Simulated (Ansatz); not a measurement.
A series of calculations on Te₃₁Pb₃₃

## 1. Relaxation

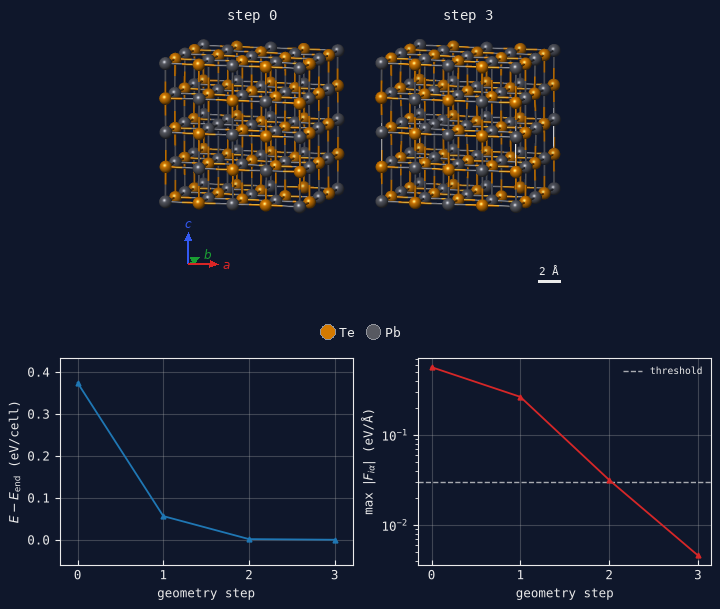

First and last geometry of a relaxation of a defect cell of composition Te31Pb33 (cell charge −2), with the history of the run. Style: ball-and-stick. Shown: the cell of the calculation, slightly off an axis.

Level of theory: DFT, PBEsol, PAW, plane waves in Ansatz 0.2.0. (plane-wave cutoff 420 eV; k-point mesh 1 × 1 × 1; mesh shifted by (0.25, 0.25, 0.25); no spin polarisation; atoms relaxed in a fixed cell; force threshold 0.03 eV/Å; at most 80 steps)

### Read the history and describe the run.

It converged. The atom that moves furthest is a Pb atom (0.15 Å roughly along [3 1 0]). By element the largest moves are Pb 0.15 Å, Te 0.08 Å. The cell stays as it was. Some distances before and after: Pb–Te 3.193 → 3.350 Å, Pb–Pb 3.242 → 3.090 Å, Pb–Pb 3.219 → 3.090 Å, Pb–Te 3.233 → 3.353 Å. Bond angles that change, for instance: Pb–Te–Pb 90.0° → 84.2°, Pb–Te–Pb 90.7° → 85.4°, Pb–Te–Pb 89.3° → 84.1°. The energy falls by 0.374 eV per cell of the calculation in 3 geometry steps. The largest force component goes from 0.57 to 0.0046 eV/Å. The run took 5.9 s on 1 × NVIDIA GB200 with 8 threads of Arm Neoverse-V2, peak memory 2.2 GiB.

Limits of the set-up: the cell is charged, on a uniform background, and energies carry no finite-size correction.

## 2. Relaxation

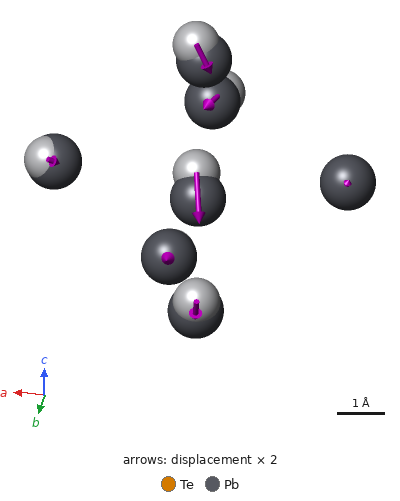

A relaxation of a defect cell of composition Te31Pb33. The starting structure is drawn faded, the final one solid; purple arrows show the displacements, 2 times their true length.

The picture is a ball-and-stick view of the atoms within 4.2 Å of the atom that moves most (axes of the cell of the calculation (origin shifted)), seen from a free direction.

Method: Ansatz, DFT, PBEsol, PAW, plane waves. Settings: plane-wave cutoff 420 eV; k-point mesh 1 × 1 × 1; mesh shifted by (0.25, 0.25, 0.25); no spin polarisation; atoms relaxed in a fixed cell; force threshold 0.03 eV/Å; at most 80 steps.

### What did the optimiser do to the structure, and how much energy did it gain?

Over 6 geometry steps the energy falls by 0.335 eV per cell of the calculation. Largest force component: 0.22 eV/Å at the start, 0.016 eV/Å at the end. The atom that moves furthest is a Pb atom (0.57 Å along [−1 3 −3]). Largest moves by element: Pb 0.57 Å, Te 0.31 Å. The cell stays as it was.

## 3. Defect

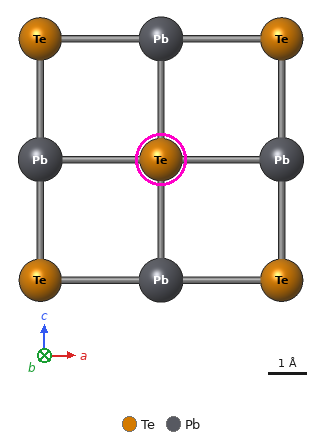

Perfect TePb. A ball-and-stick model of the atoms within 5.4 Å of one point, in a slice 3.4 Å thick across the line of sight, seen along the b axis.

Computed with DFT, PBEsol, PAW, plane waves in Ansatz 0.2.0. Set-up: plane-wave cutoff 420 eV; k-point mesh 1 × 1 × 1; mesh shifted by (0.25, 0.25, 0.25); no spin polarisation. Fermi-Dirac smearing of 0.01 eV. The axes drawn are those of the host's conventional cell.

A tellurium atom is replaced by lead at the ringed place, in charge state 0. The supercell has 64 sites, and the atoms are relaxed at the host's cell.

**How do the neighbours respond?**

In the host the Te atom has 6 Pb at 3.22 Å; the Pb atom ends with 6 Pb at 3.22 to 3.27 Å. Of the host's atoms, a lead atom moves furthest from its site, by 0.43 Å. The Pb atom itself moves 0.58 Å from where it was put.

The relaxed defect, seen from the same direction:

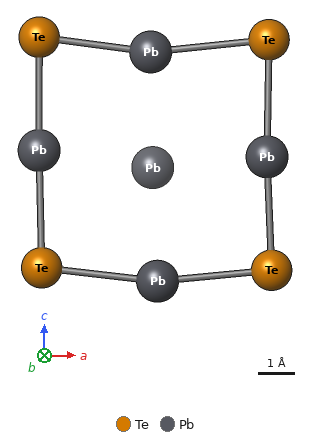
